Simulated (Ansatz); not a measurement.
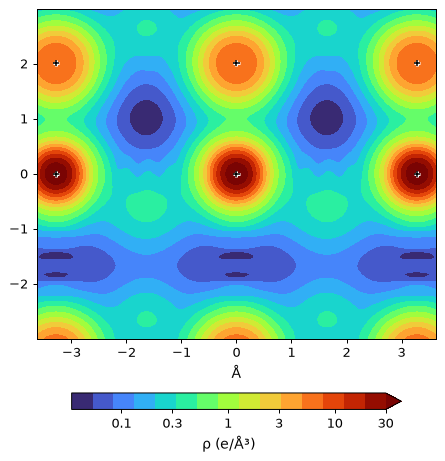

The valence pseudo-density on a plane through atoms (crosses mark nuclei in the plane).

Method: DFT PBE, scalar-relativistic, plane waves, PAW (Ansatz).

Candidates:
A. ZnO, a = 3.28 Å, b = 3.28 Å, c = 5.29 Å, α = 90.00°, β = 90.00°, γ = 120.00°. Space group P6₃mc.
B. BAs, a = 4.81 Å, b = 4.81 Å, c = 4.81 Å, α = 90.00°, β = 90.00°, γ = 90.00°. Space group F-43m; a generated structure, not necessarily the stable one.
C. Cr, a = 2.85 Å, b = 2.85 Å, c = 2.85 Å, α = 90.00°, β = 90.00°, γ = 90.00°. Space group Im-3m; a generated structure, not necessarily the stable one; computed without spin polarisation.

Which system is this?

Answer. Candidate A: ZnO on the (100) plane of the conventional cell, which holds Zn and O. Zn–O (2.01 Å): ρ is about 0.55 e/Å³ halfway.
